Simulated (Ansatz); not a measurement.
System: ScHO2, space group R-3m, 4 atoms in the primitive cell, relaxed with r2SCAN+rVV10; a = 3.203 Å, c = 13.420 Å (hexagonal axes). Starting point: r2SCAN, Ansatz PAW set, no spin polarisation, no spin-orbit coupling, 6×6×6 k mesh, 500 eV cutoff, fixed occupations (Ansatz 0.2.0). Many-body step: G0W0 with empty bands 274, screening cutoff 210 eV and frequency treatment contour deformation.

In r2SCAN the smallest gap over these k points is 4.59 eV, with direct gaps of 5.25 eV at (0.00, 0.17, −0.17), 5.28 eV at F and 5.36 eV at Γ.

### What does G0W0 give?

Over the k points that were corrected, the smallest gap goes from 4.59 eV in r2SCAN ((0.00, 0.17, −0.17) to F) to 6.70 eV in G0W0 ((0.00, 0.17, −0.17) to F), a change of +2.11 eV (+46 %). Counted from the valence top, the lowest empty level moves by +2.25 eV at (0.00, 0.17, −0.17), +2.11 eV at F and +2.02 eV at Γ; over the 24 points that were corrected the shifts run from +2.02 to +2.37 eV: a spread of 0.35 eV on a mean of 2.21 eV, so one scissor shift describes this level only roughly. The top filled level also moves against the valence top, by −0.14 eV at L. The quasiparticle weight (renormalisation factor) lies between 0.76 and 0.79 for the top filled and first empty levels.

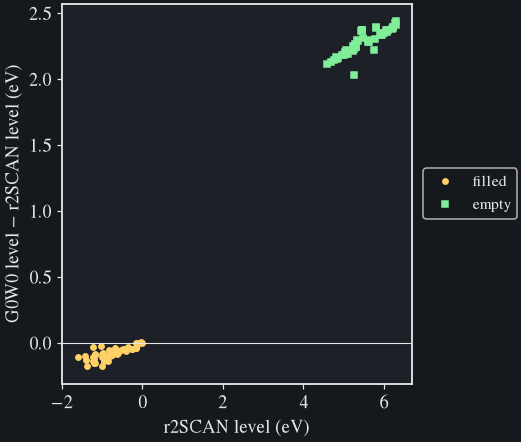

Change of each level from r2SCAN to G0W0 against its r2SCAN energy, both sets counted from their own valence top.

```csv
k point,r2SCAN direct gap (eV),G0W0 direct gap (eV)
"(0.00, 0.17, −0.17)",5.25,7.49
F,5.28,7.47
Γ,5.36,7.39
```

The PAW data sets were made with another functional. The cell comes from a database of computed structures, and whether it is the stable form of this composition wasn't checked. Bands, cutoffs and mesh are finite, so these values aren't at the basis limit.
